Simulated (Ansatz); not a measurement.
# SiO2: a changed input and its effect

System: SiO2 (P4₂/mnm, 6 atoms in the cell).
Method of the first run: DFT, PBE, plane waves, PAW, no spin polarisation (Ansatz 0.2.0).

The structure derives from an entry of the Crystallography Open Database. The geometry comes from this level: PBE. Text and figures count atoms from 1; the logs count them from 0 in places.

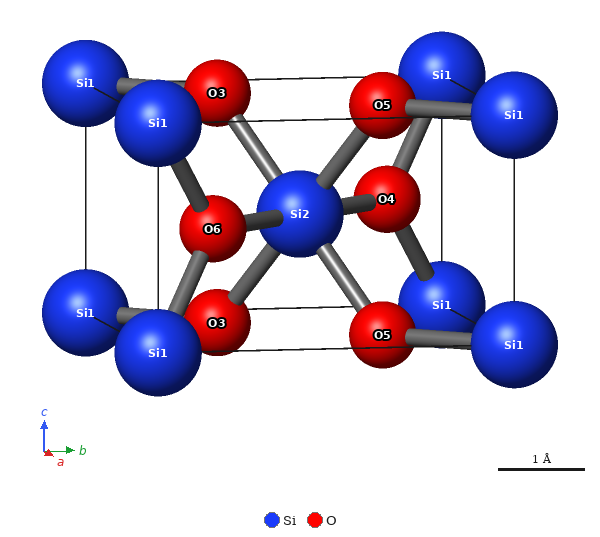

The structure as given in the input (ball-and-stick view of the cell of the calculation, seen slightly off an axis; atoms are numbered from 1 in the order of the input).

## Input file, the first run
```yaml
crystal:
  lattice:
    - [4.2357627961, 0.0, 0.0]
    - [0.0, 4.2357627961, 0.0]
    - [0.0, 0.0, 2.6904981268]
  atoms:
    - { symbol: Si, position: [0.0, 0.0, 0.0] }
    - { symbol: Si, position: [0.5, 0.5, 0.5] }
    - { symbol: O, position: [0.3069760528, 0.3069760528, 0.0] }
    - { symbol: O, position: [0.1930239472, 0.8069760528, 0.5] }
    - { symbol: O, position: [0.6930239472, 0.6930239472, 0.0] }
    - { symbol: O, position: [0.8069760528, 0.1930239472, 0.5] }
kpoints:
  mp_grid: { grid: [6, 6, 8] }
hamiltonian:
  xc: pbe
scf:
  occupations: { method: fixed }
  n_extra_bands: 5
output:
  forces: true
  stress: true
  eigenvalues: true
```

Command:
```bash
ansatz run input.yaml --threads 2 --pin off --max-ram 3686MiB --backend cpu --events-out ev --progress --plain --runs-dir out
```

Hardware: 2 threads of Arm Neoverse V1, 24 GiB of memory available, shared host.

## Output, shortened to warnings, some set-up lines, iterations and results (the first run)
```
Basis set: ecut = 420 eV, 961 PW (Γ), exchange–correlation on 60×60×36 points (8 copies of the dense FFT grid, shifted against one another)
Symmetry: 16 space group operations
k-points: 50 of 288
Initial density: superposition of atomic densities (neutral atoms: chi_scale 0, normalization atom), corrected by the library's trained network
[...]
SCF iter   1: F=—  HF=-3547.018004 eV  |F-HF|=—  |Δ(HF+E_count)|=         —  Δρ=2.85e-3  dr2=1.26e-3  ethr=1.77e-3  ⟨swp⟩=4.6  Hψ=4832  notcnv=0  defer=149
SCF iter   2: F=—  HF=-3547.018770 eV  |F-HF|=—  |Δ(HF+E_count)|=   7.66e-4  Δρ=1.43e-3  dr2=3.05e-4  ethr=3.93e-6  ⟨swp⟩=2.1  Hψ=2322  notcnv=0  defer=150
SCF iter   3: F=—  HF=-3547.018892 eV  |F-HF|=—  |Δ(HF+E_count)|=   1.22e-4  Δρ=6.03e-4  dr2=5.39e-5  ethr=9.53e-7  ⟨swp⟩=2.0  Hψ=1709  notcnv=0  defer=150
SCF iter   4: F=—  HF=-3547.018918 eV  |F-HF|=—  |Δ(HF+E_count)|=   2.60e-5  Δρ=8.86e-5  dr2=2.24e-6  ethr=1.68e-7  ⟨swp⟩=2.5  Hψ=1938  notcnv=0  defer=141
SCF iter   5: F=—  HF=-3547.018918 eV  |F-HF|=—  |Δ(HF+E_count)|=   1.75e-7  Δρ=2.56e-5  dr2=2.06e-7  ethr=6.99e-9  ⟨swp⟩=2.0  Hψ=1743  notcnv=0  defer=142
SCF iter   6: F=-3547.018918 eV  HF=-3547.018918 eV  |F-HF|=8.73e-9  |Δ(HF+E_count)|=   4.38e-8  Δρ=6.85e-6  dr2=1.32e-8  ethr=3.13e-10  ⟨swp⟩=10.3  Hψ=5578  notcnv=0
SCF 1 converged in 6 iterations: F = -3547.018918 eV  dr2 = 1.32e-8
SCF converged after 6 iterations
Free energy (F): -3547.018918 eV
Harris-Foulkes:  -3547.018918 eV  (|F-HF|=8.73e-9)
Internal energy: -3547.018918 eV  (E = F + TS)
E sigma→0 (E₀):  -3547.018918 eV
Fermi energy:    9.999743 eV
--- Per-component energies (eV) ---
  E_band       = 53.056641
  E_kinetic    = 810.621876
  E_local      = -1244.662777  (includes V_loc(G=0)·N_el)
  E_nonlocal   = 235.673563
  E_hartree    = 440.902736
  E_xc         = -411.047116
  E_vxc        = -478.430665  (∫ρ·V_xc dr)
  E_paw        = -1661.192769  (= ΣΔE_a)
  E_vpaw       = -151.964824  (= ΣTr[D̂ρ^β])
  E_aug_tail   = 0.010306  (compensation charges beyond the density's cutoff)
  E_ewald      = -1717.324737
  E_smearing   = -0.000000  (= −TS)
  E_closure    = 0.000000  (closes the sum)
  Σ components = -3547.018918   (vs F -3547.018918, Δ=0.00e0)
--- Forces (eV/Å), atoms counted from 1 ---
  atom   1  Si     0.00000000     0.00000000     0.00000000
  atom   2  Si     0.00000000    -0.00000000     0.00000000
  atom   3  O     -0.00024545    -0.00024545     0.00000000
  atom   4  O      0.00024545    -0.00024545     0.00000000
  atom   5  O      0.00024545     0.00024545     0.00000000
  atom   6  O     -0.00024545     0.00024545     0.00000000
  max |Σ_I F_I| component: 1.73e-18 eV/Å
--- Stress (GPa, compression-positive) ---
        0.048665       0.000000       0.000000
        0.000000       0.048665       0.000000
        0.000000       0.000000       0.021193
  P = ⅓ Tr σ = 0.0395 GPa (0.395 kbar)
```

For the second run the input was changed thus:
```diff
-    - [4.2357627961, 0.0, 0.0]
-    - [0.0, 4.2357627961, 0.0]
-    - [0.0, 0.0, 2.6904981268]
+    - [4.1929743879, 0.0, 0.0]
+    - [0.0, 4.1929743879, 0.0]
+    - [0.0, 0.0, 2.6633195198]
```

Predict how the results change.

With the same functional and potentials, the second run lies 7.2 meV per atom higher. The gap on the mesh goes from 5.04 to 5.58 eV. The pressure goes from 0.04 to 9.74 GPa. The largest force goes from 0.000 to 0.220 eV/Å. The volume per atom goes from 8.05 to 7.80 Å³. The cell is scaled evenly with the atoms at fixed fractional positions, so −ΔP/Δ ln V estimates the bulk modulus midway between the two volumes: about 320 GPa. The number of SCF iterations is the same. The plane waves at Γ go from 961 to 917.

## Output, shortened to warnings, some set-up lines, iterations and results (the second run)
```
Basis set: ecut = 420 eV, 917 PW (Γ), exchange–correlation on 60×60×36 points (8 copies of the dense FFT grid, shifted against one another)
Symmetry: 16 space group operations
k-points: 50 of 288
Initial density: superposition of atomic densities (neutral atoms: chi_scale 0, normalization atom), corrected by the library's trained network
[...]
SCF iter   1: F=—  HF=-3546.975126 eV  |F-HF|=—  |Δ(HF+E_count)|=         —  Δρ=3.24e-3  dr2=1.80e-3  ethr=1.77e-3  ⟨swp⟩=4.5  Hψ=4833  notcnv=0  defer=150
SCF iter   2: F=—  HF=-3546.975781 eV  |F-HF|=—  |Δ(HF+E_count)|=   6.55e-4  Δρ=1.56e-3  dr2=3.81e-4  ethr=5.62e-6  ⟨swp⟩=2.0  Hψ=2304  notcnv=0  defer=150
SCF iter   3: F=—  HF=-3546.975860 eV  |F-HF|=—  |Δ(HF+E_count)|=   7.94e-5  Δρ=6.80e-4  dr2=5.87e-5  ethr=1.19e-6  ⟨swp⟩=2.0  Hψ=1705  notcnv=0  defer=150
SCF iter   4: F=—  HF=-3546.975837 eV  |F-HF|=—  |Δ(HF+E_count)|=   2.37e-5  Δρ=9.57e-5  dr2=2.51e-6  ethr=1.83e-7  ⟨swp⟩=2.1  Hψ=1759  notcnv=0  defer=138
SCF iter   5: F=—  HF=-3546.975837 eV  |F-HF|=—  |Δ(HF+E_count)|=   3.69e-7  Δρ=3.33e-5  dr2=3.49e-7  ethr=7.85e-9  ⟨swp⟩=2.0  Hψ=1766  notcnv=0  defer=142
SCF iter   6: F=-3546.975837 eV  HF=-3546.975837 eV  |F-HF|=1.47e-8  |Δ(HF+E_count)|=   9.37e-8  Δρ=8.60e-6  dr2=2.11e-8  ethr=3.13e-10  ⟨swp⟩=10.6  Hψ=5621  notcnv=0
SCF 1 converged in 6 iterations: F = -3546.975837 eV  dr2 = 2.11e-8
SCF converged after 6 iterations
Free energy (F): -3546.975837 eV
Harris-Foulkes:  -3546.975837 eV  (|F-HF|=1.47e-8)
Internal energy: -3546.975837 eV  (E = F + TS)
E sigma→0 (E₀):  -3546.975837 eV
Fermi energy:    10.482047 eV
--- Per-component energies (eV) ---
  E_band       = 64.196836
  E_kinetic    = 815.603960
  E_local      = -1225.061151  (includes V_loc(G=0)·N_el)
  E_nonlocal   = 236.638157
  E_hartree    = 434.958025
  E_xc         = -412.327587
  E_vxc        = -480.122431  (∫ρ·V_xc dr)
  E_paw        = -1661.947753  (= ΣΔE_a)
  E_vpaw       = -152.792492  (= ΣTr[D̂ρ^β])
  E_aug_tail   = 0.010182  (compensation charges beyond the density's cutoff)
  E_ewald      = -1734.849669
  E_smearing   = -0.000000  (= −TS)
  E_closure    = -0.000000  (closes the sum)
  Σ components = -3546.975837   (vs F -3546.975837, Δ=0.00e0)
--- Forces (eV/Å), atoms counted from 1 ---
  atom   1  Si     0.00000000     0.00000000     0.00000000
  atom   2  Si     0.00000000    -0.00000000     0.00000000
  atom   3  O     -0.15580703    -0.15580703     0.00000000
  atom   4  O      0.15580703    -0.15580703     0.00000000
  atom   5  O      0.15580703     0.15580703     0.00000000
  atom   6  O     -0.15580703     0.15580703     0.00000000
  max |Σ_I F_I| component: 5.55e-17 eV/Å
--- Stress (GPa, compression-positive) ---
        8.960957       0.000000       0.000000
        0.000000       8.960957       0.000000
        0.000000       0.000000      11.285982
  P = ⅓ Tr σ = 9.7360 GPa (97.360 kbar)
```

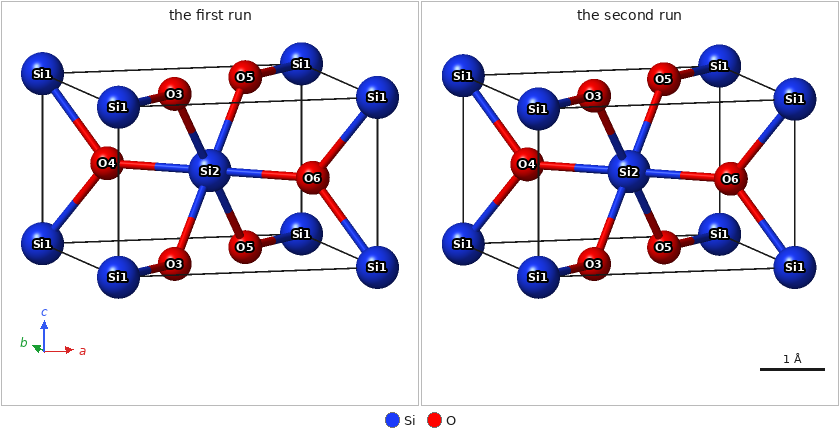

The two input geometries at one scale (ball-and-stick view of the cell of the calculation, seen slightly off an axis). The atoms keep their places relative to the cell (all moves are under 0.005 Å). The drawn cell changes as follows: a = b 4.236 → 4.193 Å (−1.0 %), c 2.690 → 2.663 Å (−1.0 %); the volume changes by −3.0 %. Among the contacts that change: Si1–O3 1.839 → 1.820 Å, Si1–O4 1.774 → 1.756 Å.

## The two runs side by side

| quantity | the first run | the second run |
| --- | --- | --- |
| outcome | converged | converged |
| free energy per atom (eV) | −591.1698 | −591.1626 |
| gap on the mesh (eV) | 5.04 | 5.58 |
| pressure (GPa) | 0.04 | 9.74 |
| volume per atom (Å³) | 8.05 | 7.80 |
| largest force (eV/Å) | 0.000 | 0.220 |
| SCF iterations | 6 | 6 |
| irreducible k-points | 50 | 50 |
| plane waves at Γ | 961 | 917 |
| wall time (shared host) | 1.5 s | 1.5 s |

For the second run: The cell is under a pressure of 9.7 GPa at this level, so it is not at its equilibrium volume.
